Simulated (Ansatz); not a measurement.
**Run report: Cd4Te3, geometry relaxation (part 1 of 2)**

The run: geometry relaxation of Cd4Te3 (slab, 7 atoms in the cell). Method and program: DFT PBEsol, scalar-relativistic, plane waves, PAW, no spin polarisation (Ansatz 0.2.0).

The structure derives from an entry of the Crystallography Open Database. It belongs to a series of runs on one base structure; here: (1 0 0) slab, atoms relaxed. Figures and captions count atoms from 1; the log counts them from 0 in places.

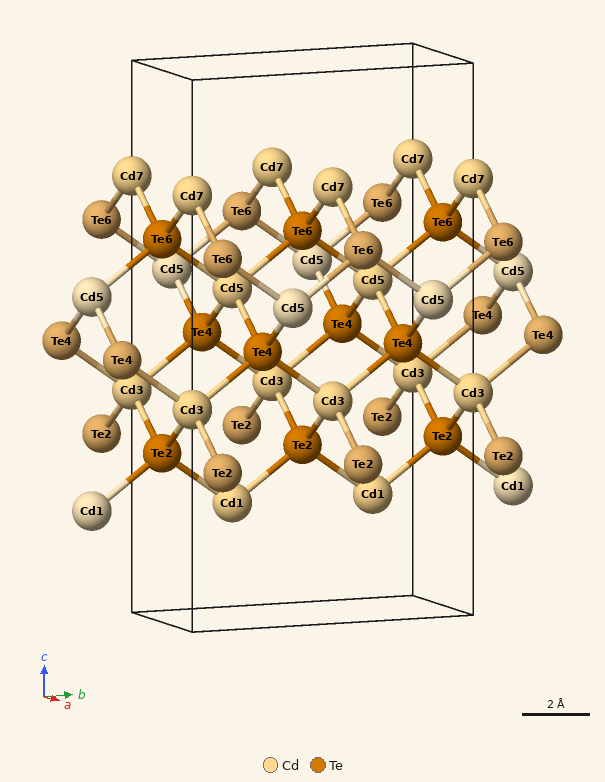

**Figure 1.** The structure as given in the input (ball-and-stick view of the 1 × 2 repeat of the cell, with the vacuum cut short, seen slightly off an axis; neighbours outside the cell are drawn fainter; atoms are numbered from 1 in the order of the input). Near neighbours in the crystal (not all of them lie inside the picture): Cd has 2 Te at 2.81 Å; Te has 4 Cd at 2.81 Å; Cd has 4 Te at 2.81 Å.

Input:
```yaml
crystal:
  lattice:
    - [4.5886584767, 0.0, 0.0]
    - [0.0, 4.5886584767, 0.0]
    - [0.0, 0.0, 24.7340145762]
  atoms:
    - { symbol: Cd, position: [0.5, 0.5, 0.3032261494] }
    - { symbol: Te, position: [0.5, 0.0, 0.368817433] }
    - { symbol: Cd, position: [0.0, 0.0, 0.4344087165] }
    - { symbol: Te, position: [0.0, 0.5, 0.5] }
    - { symbol: Cd, position: [0.5, 0.5, 0.5655912835] }
    - { symbol: Te, position: [0.5, 0.0, 0.631182567] }
    - { symbol: Cd, position: [0.0, 0.0, 0.6967738506] }
basis:
  ecutwfc: 420
kpoints:
  mp_grid: { grid: [6, 6, 1] }
hamiltonian:
  xc: pbesol
scf:
  occupations: { method: gaussian, width: 0.05 }
output:
  forces: true
  eigenvalues: true
  write_density: true
  write_potential: true
  elf: true
  volumetric_format: npy
relax:
  adjacent_minimum: "off"
  f_tol: 0.02
  max_steps: 60
efield:
  axis: 3
  dipole_correction: true
  ramp_width: 0.04
```

Machine: 1 thread of Arm Neoverse V2, 112 GiB of memory available, shared host.

Launch command:
```bash
ansatz run input.yaml --threads 1 --pin off --max-ram 2560MiB --backend cpu --events-out ev --progress --plain --runs-dir out
```

Log:
```
Engine: ansatz 0.2.0, aarch64-unknown-linux-gnu
Pseudopotentials: kind: paw
Pseudopotential: Cd, paw, valence charge 20, recommended cutoff 420 eV (normal), Cd.paw.azcp
Pseudopotential: Te, paw, valence charge 16, recommended cutoff 420 eV (normal), Te.paw.azcp
Functional definition: PBEsol
  exchange = pbesol_x
  correlation = pbesol_c
Crystal: 7 atoms, lattice volume = 520.794 Å³
Basis set: ecut = 420 eV, 10171 PW (Γ), exchange–correlation on 64×64×360 points (8 copies of the dense FFT grid, shifted against one another)
Bands: 77, of which v1, the nominal top of the filled ones, is band 64 counted from 1 (63 counted from 0)
Symmetry: 4 space group operations
k-points: 16 of 36
Non-local potential: Cd, projectors of the file, l = 0: 3, l = 1: 2, l = 2: 2, l = 3: 1
Non-local potential: Te, projectors of the file, l = 0: 2, l = 1: 2, l = 2: 2, l = 3: 2
PAW form: soft (Blöchl's): semilocal exchange-correlation on the pseudo side does not see the compensation charge
PAW frozen core: Cd, regenerated for the run's functional, and the local potential with it (the file was generated under x = pbe(κ = 0.804, μ = 0.2195149727645171), c = pbe(β = 0.06672455060314922))
PAW frozen core: Te, regenerated for the run's functional, and the local potential with it (the file was generated under x = pbe(κ = 0.804, μ = 0.2195149727645171), c = pbe(β = 0.06672455060314922))
PAW one-centre angular grid: Cd, 590 points (default); XC on 64 Gauss nodes
PAW one-centre angular grid: Te, 590 points (default); XC on 64 Gauss nodes
Initial density: superposition of atomic densities (neutral atoms: chi_scale 0, normalization atom), corrected by the library's trained network
Initial wavefunctions: pseudopotential atomic-orbital guess
Functional: x = pbesol(κ = 0.804, μ = 0.12345679012345678), c = pbesol(β = 0.046)
SCF iter   1: F=—  HF=-53440.086725 eV  |F-HF|=—  |Δ(HF+E_count)|=         —  Δρ=2.64e-3  dr2=1.28e-1  ethr=1.77e-3  p=0.000 e·Å  D=6.62e-14 V/Å  ΔV_dip=-0.00 eV  dr2_dipole=1.65e-6  V_vac-E_F(+/−)=3.82/3.82 eV  ⟨swp⟩=11.1  Hψ=5888  notcnv=0  defer=43
efield: sawtooth ramp at fractional position 0.9800 (placed from the atoms, in the widest stretch of the axis that holds none; the zero of the levels goes with the place), width 0.0400; the density the first Hamiltonian is built on has a dipole p = 0.000 e·Å; the dipole correction subtracts the counter field D = 6.62e-14 V/Å, which shifts the + side's vacuum level by -0.00 eV against the − side's; the planar-averaged density in the ramp window peaks in size at 1.6e-5 e/Å³
preconditioner: auto → LDOS  [metal: Δε(μ)=0.008 eV  Ē_g=10.472 eV  σ=0.050 eV  W_gap=0.10  n_scr=96 (ndim 8)  ℏωp=13.2 eV  f_vac=0.531  D(μ)=8.21/eV (n_scr^D=40)  β→1.0]
SCF iter   2: F=—  HF=-53440.087957 eV  |F-HF|=—  |Δ(HF+E_count)|=   1.23e-3  Δρ=2.90e-3  dr2=7.34e-2  ethr=9.96e-5  p=0.000 e·Å  D=2.32e-5 V/Å  ΔV_dip=-0.00 eV  dr2_dipole=4.91e-7  V_vac-E_F(+/−)=3.91/3.91 eV  ⟨swp⟩=2.8  Hψ=2449  notcnv=0  defer=114
SCF iter   3: F=—  HF=-53440.075658 eV  |F-HF|=—  |Δ(HF+E_count)|=   1.23e-2  Δρ=9.70e-4  dr2=3.67e-2  ethr=5.74e-5  p=0.000 e·Å  D=1.62e-5 V/Å  ΔV_dip=-0.00 eV  dr2_dipole=2.86e-7  V_vac-E_F(+/−)=3.91/3.91 eV  ⟨swp⟩=2.4  Hψ=2069  notcnv=0  defer=114
SCF iter   4: F=—  HF=-53440.072821 eV  |F-HF|=—  |Δ(HF+E_count)|=   2.84e-3  Δρ=7.09e-4  dr2=1.83e-2  ethr=2.86e-5  p=-0.000 e·Å  D=-1.23e-7 V/Å  ΔV_dip=0.00 eV  dr2_dipole=3.46e-8  V_vac-E_F(+/−)=3.96/3.96 eV  ⟨swp⟩=1.8  Hψ=1148  notcnv=0  defer=114
SCF iter   5: F=—  HF=-53440.070138 eV  |F-HF|=—  |Δ(HF+E_count)|=   2.68e-3  Δρ=2.74e-4  dr2=2.83e-3  ethr=1.43e-5  p=-0.000 e·Å  D=-7.83e-6 V/Å  ΔV_dip=0.00 eV  dr2_dipole=1.49e-7  V_vac-E_F(+/−)=4.01/4.01 eV  ⟨swp⟩=2.0  Hψ=1207  notcnv=0  defer=114
SCF iter   6: F=—  HF=-53440.069845 eV  |F-HF|=—  |Δ(HF+E_count)|=   2.93e-4  Δρ=1.13e-4  dr2=2.22e-4  ethr=2.21e-6  p=-0.000 e·Å  D=-9.02e-6 V/Å  ΔV_dip=0.00 eV  dr2_dipole=1.06e-7  V_vac-E_F(+/−)=4.03/4.03 eV  ⟨swp⟩=1.8  Hψ=1321  notcnv=0  defer=113
SCF iter   7: F=—  HF=-53440.069819 eV  |F-HF|=—  |Δ(HF+E_count)|=   2.56e-5  Δρ=3.60e-5  dr2=1.09e-5  ethr=1.74e-7  p=-0.000 e·Å  D=-5.43e-6 V/Å  ΔV_dip=0.00 eV  dr2_dipole=1.34e-8  V_vac-E_F(+/−)=4.04/4.04 eV  ⟨swp⟩=2.0  Hψ=1524  notcnv=0  defer=113
SCF iter   8: F=-53440.069820 eV  HF=-53440.069821 eV  |F-HF|=4.96e-7  |Δ(HF+E_count)|=   1.68e-6  Δρ=1.35e-5  dr2=1.85e-6  ethr=7.81e-9  p=-0.000 e·Å  D=-3.34e-6 V/Å  ΔV_dip=0.00 eV  dr2_dipole=2.67e-9  V_vac-E_F(+/−)=4.04/4.04 eV  ⟨swp⟩=19.6  Hψ=11660  notcnv=0
SCF 1 converged in 8 iterations: F = -53440.069820 eV  dr2 = 1.85e-6
  Residual-converged pass: ⟨swp⟩=1.0  Hψ=1296  notcnv=0  max |occ|·‖R‖ = 7.0e-9 eV (tolerance 1.0e-8 eV)  dr2=1.85e-6  dr2_onsite=4.60e-8  max |Δocc| = 3.3e-10
  greatest PAW one-centre occupation: 1.000 electrons in one spin orbital (limit 2), on the Cd atom at site 2 (counted from 0), in its partial waves of l = 0
relax step   1: F+E_penalty+E_count = -53440.06982010 eV  Δ(F+E_penalty+E_count) = +0.000e0 eV  max|allowed force component| = 1.926e-1 eV/Å  Δτ_max = 0.0000 Å  (8 SCF iters, dr2 threshold 1.00e-5 eV, accepted)
Initial density: handed on by an earlier stage of this run
Initial wavefunctions: those handed on with the density
iter 1 solved again at ethr=2.57e-5 eV; its pass at ethr=3.10e-3 eV (dr2=3.29e-2 eV) is discarded
SCF iter   1: F=—  HF=-53440.087838 eV  |F-HF|=—  |Δ(HF+E_count)|=         —  Δρ=2.06e-3  dr2=3.59e-2  ethr=2.57e-5  p=-0.000 e·Å  D=-3.34e-6 V/Å  ΔV_dip=0.00 eV  dr2_dipole=7.30e-9  V_vac-E_F(+/−)=4.12/4.12 eV  ⟨swp⟩=1.8  Hψ=4793  notcnv=0  defer=111
efield: sawtooth ramp at fractional position 0.9800 (handed on by an earlier solve), width 0.0400; the density the first Hamiltonian is built on has a dipole p = -0.000 e·Å; the dipole correction subtracts the counter field D = -3.34e-6 V/Å, which shifts the + side's vacuum level by +0.00 eV against the − side's; the planar-averaged density in the ramp window peaks in size at 2.8e-6 e/Å³
preconditioner: auto → LDOS  [metal: Δε(μ)=0.018 eV  Ē_g=10.463 eV  σ=0.050 eV  W_gap=0.20  n_scr=96 (ndim 8)  ℏωp=13.2 eV  f_vac=0.522  D(μ)=5.86/eV (n_scr^D=22)  β→1.0]
SCF iter   2: F=—  HF=-53440.083699 eV  |F-HF|=—  |Δ(HF+E_count)|=   4.14e-3  Δρ=1.32e-3  dr2=1.44e-2  ethr=2.57e-5  p=-0.000 e·Å  D=-1.47e-6 V/Å  ΔV_dip=0.00 eV  dr2_dipole=5.71e-11  V_vac-E_F(+/−)=4.09/4.09 eV  ⟨swp⟩=2.8  Hψ=1748  notcnv=0  defer=111
SCF iter   3: F=—  HF=-53440.081198 eV  |F-HF|=—  |Δ(HF+E_count)|=   2.50e-3  Δρ=6.34e-4  dr2=4.12e-3  ethr=1.12e-5  p=-0.000 e·Å  D=-1.13e-6 V/Å  ΔV_dip=0.00 eV  dr2_dipole=3.48e-10  V_vac-E_F(+/−)=4.10/4.10 eV  ⟨swp⟩=2.0  Hψ=2062  notcnv=0  defer=111
SCF iter   4: F=—  HF=-53440.080571 eV  |F-HF|=—  |Δ(HF+E_count)|=   6.27e-4  Δρ=2.43e-4  dr2=1.83e-3  ethr=3.22e-6  p=-0.000 e·Å  D=-6.72e-7 V/Å  ΔV_dip=0.00 eV  dr2_dipole=1.30e-10  V_vac-E_F(+/−)=4.09/4.09 eV  ⟨swp⟩=2.0  Hψ=1831  notcnv=0  defer=112
SCF iter   5: F=—  HF=-53440.080509 eV  |F-HF|=—  |Δ(HF+E_count)|=   6.17e-5  Δρ=1.47e-4  dr2=6.97e-4  ethr=1.43e-6  p=-0.000 e·Å  D=-2.45e-7 V/Å  ΔV_dip=0.00 eV  dr2_dipole=2.66e-13  V_vac-E_F(+/−)=4.09/4.09 eV  ⟨swp⟩=2.0  Hψ=1484  notcnv=0  defer=112
SCF iter   6: F=—  HF=-53440.080390 eV  |F-HF|=—  |Δ(HF+E_count)|=   1.20e-4  Δρ=5.07e-5  dr2=7.27e-5  ethr=5.44e-7  p=0.000 e·Å  D=3.01e-7 V/Å  ΔV_dip=-0.00 eV  dr2_dipole=2.00e-12  V_vac-E_F(+/−)=4.08/4.08 eV  ⟨swp⟩=2.0  Hψ=1241  notcnv=0  defer=112
SCF iter   7: F=—  HF=-53440.080385 eV  |F-HF|=—  |Δ(HF+E_count)|=   5.23e-6  Δρ=2.77e-5  dr2=9.37e-6  ethr=5.68e-8  p=0.000 e·Å  D=3.03e-7 V/Å  ΔV_dip=-0.00 eV  dr2_dipole=5.15e-11  V_vac-E_F(+/−)=4.08/4.08 eV  ⟨swp⟩=2.0  Hψ=1859  notcnv=0  defer=112
SCF iter   8: F=-53440.080384 eV  HF=-53440.080384 eV  |F-HF|=2.49e-7  |Δ(HF+E_count)|=   6.54e-7  Δρ=1.02e-5  dr2=1.16e-6  ethr=1.81e-9  p=0.000 e·Å  D=3.21e-7 V/Å  ΔV_dip=-0.00 eV  dr2_dipole=1.03e-12  V_vac-E_F(+/−)=4.07/4.07 eV  ⟨swp⟩=15.6  Hψ=10039  notcnv=0
SCF 2 converged in 8 iterations: F = -53440.080384 eV  dr2 = 1.16e-6
  greatest PAW one-centre occupation: 1.000 electrons in one spin orbital (limit 2), on the Cd atom at site 4 (counted from 0), in its partial waves of l = 0
relax step   2: F+E_penalty+E_count = -53440.08038375 eV  Δ(F+E_penalty+E_count) = -1.056e-2 eV  max|allowed force component| = 1.298e-1 eV/Å  Δτ_max = 0.1658 Å  (8 SCF iters, dr2 threshold 2.32e-6 eV, accepted)
SCF iter   1: F=—  HF=-53440.088555 eV  |F-HF|=—  |Δ(HF+E_count)|=         —  Δρ=8.05e-4  dr2=5.08e-3  ethr=4.08e-5  p=0.000 e·Å  D=3.21e-7 V/Å  ΔV_dip=-0.00 eV  dr2_dipole=2.41e-10  V_vac-E_F(+/−)=4.06/4.06 eV  ⟨swp⟩=5.0  Hψ=2800  notcnv=0  defer=113
efield: sawtooth ramp at fractional position 0.9800 (handed on by an earlier solve), width 0.0400; the density the first Hamiltonian is built on has a dipole p = 0.000 e·Å; the dipole correction subtracts the counter field D = 3.21e-7 V/Å, which shifts the + side's vacuum level by -0.00 eV against the − side's; the planar-averaged density in the ramp window peaks in size at 4.5e-6 e/Å³
preconditioner: auto → LDOS  [metal: Δε(μ)=0.036 eV  Ē_g=10.471 eV  σ=0.050 eV  W_gap=0.38  n_scr=96 (ndim 8)  ℏωp=13.2 eV  f_vac=0.525  D(μ)=6.44/eV (n_scr^D=30)  β→1.0]
SCF iter   2: F=—  HF=-53440.087718 eV  |F-HF|=—  |Δ(HF+E_count)|=   8.37e-4  Δρ=4.43e-4  dr2=1.35e-3  ethr=3.97e-6  p=0.000 e·Å  D=1.33e-7 V/Å  ΔV_dip=-0.00 eV  dr2_dipole=2.59e-11  V_vac-E_F(+/−)=4.06/4.06 eV  ⟨swp⟩=2.0  Hψ=1940  notcnv=0  defer=113
SCF iter   3: F=—  HF=-53440.087538 eV  |F-HF|=—  |Δ(HF+E_count)|=   1.79e-4  Δρ=2.26e-4  dr2=3.29e-4  ethr=1.06e-6  p=0.000 e·Å  D=1.68e-7 V/Å  ΔV_dip=-0.00 eV  dr2_dipole=5.28e-14  V_vac-E_F(+/−)=4.06/4.06 eV  ⟨swp⟩=2.0  Hψ=1987  notcnv=0  defer=113
SCF iter   4: F=—  HF=-53440.087648 eV  |F-HF|=—  |Δ(HF+E_count)|=   1.10e-4  Δρ=6.32e-5  dr2=8.21e-5  ethr=2.57e-7  p=0.000 e·Å  D=1.51e-7 V/Å  ΔV_dip=-0.00 eV  dr2_dipole=1.03e-12  V_vac-E_F(+/−)=4.06/4.06 eV  ⟨swp⟩=2.0  Hψ=1983  notcnv=0  defer=113
SCF iter   5: F=—  HF=-53440.087642 eV  |F-HF|=—  |Δ(HF+E_count)|=   6.20e-6  Δρ=3.51e-5  dr2=4.10e-5  ethr=6.42e-8  p=0.000 e·Å  D=1.54e-7 V/Å  ΔV_dip=-0.00 eV  dr2_dipole=6.28e-13  V_vac-E_F(+/−)=4.06/4.06 eV  ⟨swp⟩=2.0  Hψ=1424  notcnv=0  defer=113
SCF iter   6: F=—  HF=-53440.087639 eV  |F-HF|=—  |Δ(HF+E_count)|=   3.21e-6  Δρ=2.68e-5  dr2=1.45e-5  ethr=3.20e-8  p=0.000 e·Å  D=1.56e-7 V/Å  ΔV_dip=-0.00 eV  dr2_dipole=1.29e-14  V_vac-E_F(+/−)=4.06/4.06 eV  ⟨swp⟩=2.0  Hψ=1217  notcnv=0  defer=113
SCF iter   7: F=—  HF=-53440.087636 eV  |F-HF|=—  |Δ(HF+E_count)|=   2.30e-6  Δρ=1.14e-5  dr2=2.99e-6  ethr=1.13e-8  p=0.000 e·Å  D=1.66e-7 V/Å  ΔV_dip=-0.00 eV  dr2_dipole=8.18e-14  V_vac-E_F(+/−)=4.06/4.06 eV  ⟨swp⟩=2.0  Hψ=1890  notcnv=0  defer=113
SCF iter   8: F=-53440.087636 eV  HF=-53440.087636 eV  |F-HF|=9.04e-8  |Δ(HF+E_count)|=   4.23e-7  Δρ=3.94e-6  dr2=2.76e-7  ethr=8.22e-10  p=0.000 e·Å  D=1.68e-7 V/Å  ΔV_dip=-0.00 eV  dr2_dipole=1.79e-13  V_vac-E_F(+/−)=4.06/4.06 eV  ⟨swp⟩=17.9  Hψ=9616  notcnv=0
SCF 3 converged in 8 iterations: F = -53440.087636 eV  dr2 = 2.76e-7
relax step   3: F+E_penalty+E_count = -53440.08763580 eV  Δ(F+E_penalty+E_count) = -7.252e-3 eV  max|allowed force component| = 3.878e-2 eV/Å  Δτ_max = 0.0564 Å  (8 SCF iters, dr2 threshold 1.05e-6 eV, accepted)
SCF iter   1: F=—  HF=-53440.087825 eV  |F-HF|=—  |Δ(HF+E_count)|=         —  Δρ=9.58e-5  dr2=1.55e-4  ethr=4.05e-7  p=0.000 e·Å  D=1.68e-7 V/Å  ΔV_dip=-0.00 eV  dr2_dipole=4.34e-10  V_vac-E_F(+/−)=4.07/4.07 eV  ⟨swp⟩=3.0  Hψ=2554  notcnv=0  defer=111
efield: sawtooth ramp at fractional position 0.9800 (handed on by an earlier solve), width 0.0400; the density the first Hamiltonian is built on has a dipole p = 0.000 e·Å; the dipole correction subtracts the counter field D = 1.68e-7 V/Å, which shifts the + side's vacuum level by -0.00 eV against the − side's; the planar-averaged density in the ramp window peaks in size at 4.4e-6 e/Å³
preconditioner: auto → LDOS  [metal: Δε(μ)=0.040 eV  Ē_g=10.475 eV  σ=0.050 eV  W_gap=0.42  n_scr=96 (ndim 8)  ℏωp=13.2 eV  f_vac=0.525  D(μ)=6.55/eV (n_scr^D=30)  β→1.0]
SCF iter   2: F=—  HF=-53440.087815 eV  |F-HF|=—  |Δ(HF+E_count)|=   1.07e-5  Δρ=6.28e-5  dr2=4.37e-5  ethr=1.21e-7  p=0.000 e·Å  D=5.06e-8 V/Å  ΔV_dip=-0.00 eV  dr2_dipole=4.81e-12  V_vac-E_F(+/−)=4.07/4.07 eV  ⟨swp⟩=2.0  Hψ=1858  notcnv=0  defer=111
SCF iter   3: F=—  HF=-53440.087940 eV  |F-HF|=—  |Δ(HF+E_count)|=   1.25e-4  Δρ=5.24e-5  dr2=2.73e-5  ethr=3.41e-8  p=0.000 e·Å  D=3.98e-8 V/Å  ΔV_dip=-0.00 eV  dr2_dipole=1.24e-12  V_vac-E_F(+/−)=4.07/4.07 eV  ⟨swp⟩=2.0  Hψ=2093  notcnv=0  defer=111
SCF iter   4: F=—  HF=-53440.087935 eV  |F-HF|=—  |Δ(HF+E_count)|=   4.59e-6  Δρ=1.49e-5  dr2=8.86e-6  ethr=2.13e-8  p=0.000 e·Å  D=3.56e-8 V/Å  ΔV_dip=-0.00 eV  dr2_dipole=1.37e-12  V_vac-E_F(+/−)=4.07/4.07 eV  ⟨swp⟩=2.1  Hψ=1647  notcnv=0  defer=111
SCF iter   5: F=—  HF=-53440.087934 eV  |F-HF|=—  |Δ(HF+E_count)|=   1.33e-6  Δρ=9.50e-6  dr2=1.21e-6  ethr=6.92e-9  p=0.000 e·Å  D=4.45e-8 V/Å  ΔV_dip=-0.00 eV  dr2_dipole=1.18e-12  V_vac-E_F(+/−)=4.07/4.07 eV  ⟨swp⟩=2.0  Hψ=1438  notcnv=0  defer=111
SCF iter   6: F=—  HF=-53440.087934 eV  |F-HF|=—  |Δ(HF+E_count)|=   1.83e-7  Δρ=4.61e-6  dr2=2.08e-7  ethr=9.45e-10  p=0.000 e·Å  D=5.16e-8 V/Å  ΔV_dip=-0.00 eV  dr2_dipole=5.92e-13  V_vac-E_F(+/−)=4.07/4.07 eV  ⟨swp⟩=2.0  Hψ=1543  notcnv=0  defer=111
SCF iter   7: F=-53440.087934 eV  HF=-53440.087934 eV  |F-HF|=1.10e-8  |Δ(HF+E_count)|=   9.26e-8  Δρ=1.76e-6  dr2=2.55e-8  ethr=7.81e-11  p=0.000 e·Å  D=5.85e-8 V/Å  ΔV_dip=-0.00 eV  dr2_dipole=1.19e-15  V_vac-E_F(+/−)=4.07/4.07 eV  ⟨swp⟩=15.4  Hψ=8219  notcnv=0
SCF 4 converged in 7 iterations: F = -53440.087934 eV  dr2 = 2.55e-8
relax step   4: F+E_penalty+E_count = -53440.08793369 eV  Δ(F+E_penalty+E_count) = -2.979e-4 eV  max|allowed force component| = 5.900e-4 eV/Å  Δτ_max = 0.0076 Å  (7 SCF iters, accepted)
```

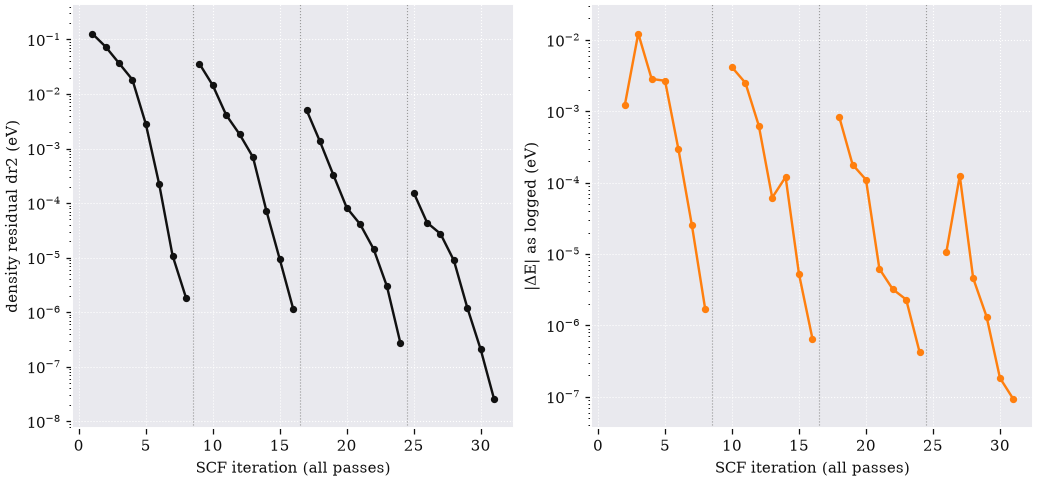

**Figure 2.** Convergence of the self-consistent field: density residual dr2 and size of the energy change against the SCF iteration. The dotted lines part the SCF passes of the relaxation: geometry steps, rejected trials and re-solves on a re-selected basis. The passes take 8, 8, 8 and 7 iterations.

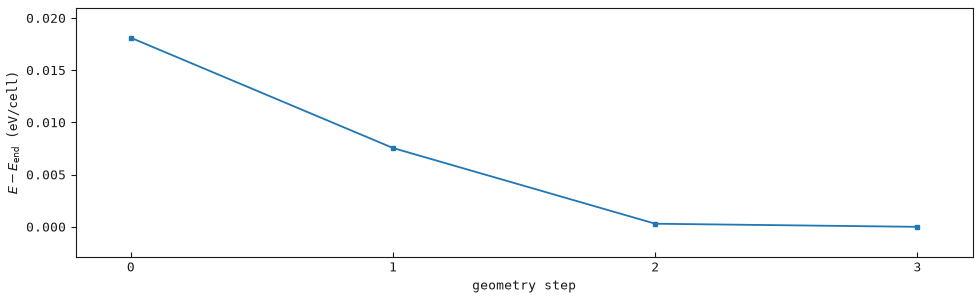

**Figure 3.** Progress of the relaxation, step by step (the first geometry is step 0 here and step 1 in the log).
